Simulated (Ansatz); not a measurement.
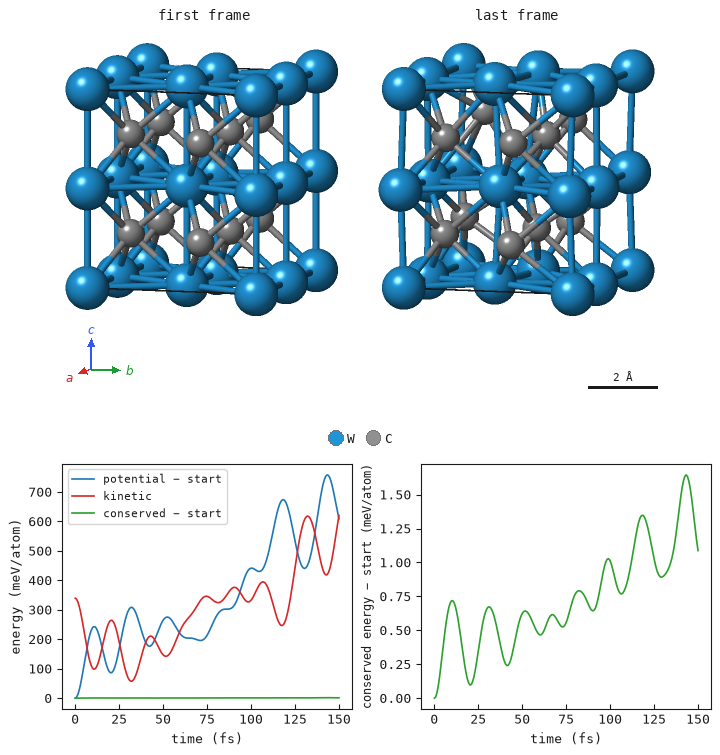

Molecular dynamics of a 16-atom cell of WC (set up in P-6m2), 150 fs long. The cell was cut from the crystal with space group P-6m2. The picture is a ball-and-stick view of the simulation cell, seen slightly off an axis. Bonds to atoms that aren't drawn are left out.

Method: Ansatz, DFT r2SCAN, scalar-relativistic, plane waves, PAW. Set-up: plane-wave cutoff 150 eV; k-point mesh 3 × 3 × 3; Fermi-Dirac smearing 0.24 eV; low-accuracy preset; volume 1.15 times that of the relaxed crystal; Nosé-Hoover thermostat (NVT); set temperature 2800 K; time step 0.75 fs; thermostat time 50.0 fs.

How well is the energy conserved, and can the run be trusted?

Answer. The conserved quantity stays between 0 and 1.6 meV per atom of its start. A straight-line fit has a slope that amounts to +1.1 meV per atom over 150 fs (0.4 % of the mean kinetic energy), its mean offset in the second half is 0.3 %, and the ripple about the line is 0.1 % of the kinetic energy's fluctuation. With a drift under 2 % and a ripple under 7 %, the integration is accurate. The plane-wave cutoff is below what these potentials need, so energies and forces are off. The mean temperature in the second half is 3316 K (standard deviation 841 K). The temperature is still climbing (1850 K in the second quarter, 3735 K in the last), so the run isn't equilibrated. The potential energy is still drifting at the end, so the run hasn't reached equilibrium. The potential energy in the second half lies on average 486 meV per atom above the first frame.

Limits of the set-up: the k-point mesh is coarse for a cell with partly filled bands; the cutoff lies below the recommended one; the program's low-accuracy preset was used.

Cost: 5.9 min on 4 threads of Arm Neoverse V2 (shared host), peak memory 0.43 GiB.

PAW datasets: the set soft_1.
